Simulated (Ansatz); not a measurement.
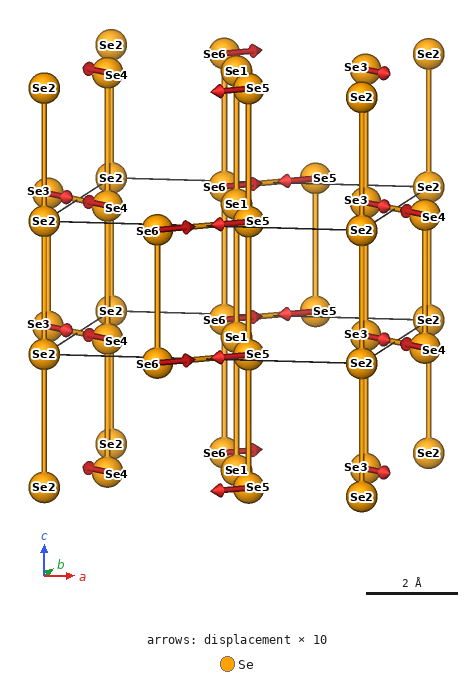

This is a relaxation of solid Se (a generated structure, set up in P4/mbm). The starting structure is drawn; red arrows show the displacements (the part carried along by the change of the cell is left out), magnified 10 times.

The picture is a ball-and-stick view of the cell of the calculation, seen slightly off an axis.

These are results of Ansatz, DFT PBE, scalar-relativistic, plane waves, PAW, not measurements. (plane-wave cutoff 420 eV; k-point mesh 6 × 6 × 12; occupations gaussian; smearing width 0.1 eV; no spin polarisation; cell and atoms relaxed; force threshold 0.01 eV/Å; at most 80 steps)

Question: What did the optimiser do to the structure, and how much energy did it gain?

Answer: The largest moves relative to the cell, 0.10 Å, are those of Se3, Se4, Se5 and Se6. Se5 goes along [−1 −1 0]. The volume changes by +4.9 %, with a = b 7.185 → 7.641 Å (+6.3 %), c 2.975 → 2.759 Å (−7.3 %). Near-neighbour distances that change, for instance: Se1–Se1 2.975 → 2.759 Å, Se3–Se4 2.413 → 2.361 Å. The space group stays P4/mbm (No. 127). Over 6 accepted moves (9 points after the start) the energy falls by 0.230 eV per cell of the calculation. Largest force component: 0.0024 eV/Å at the start, 0.0056 eV/Å at the end. Pressure: 0.27 GPa at the start and −0.01 GPa at the end. The line search rejected the trial steps at points 4, 6 of the run. At 1 point the geometry stayed and the basis and grid were re-selected for the new cell (energy shift of 0.2 meV per cell of the calculation at most each time).
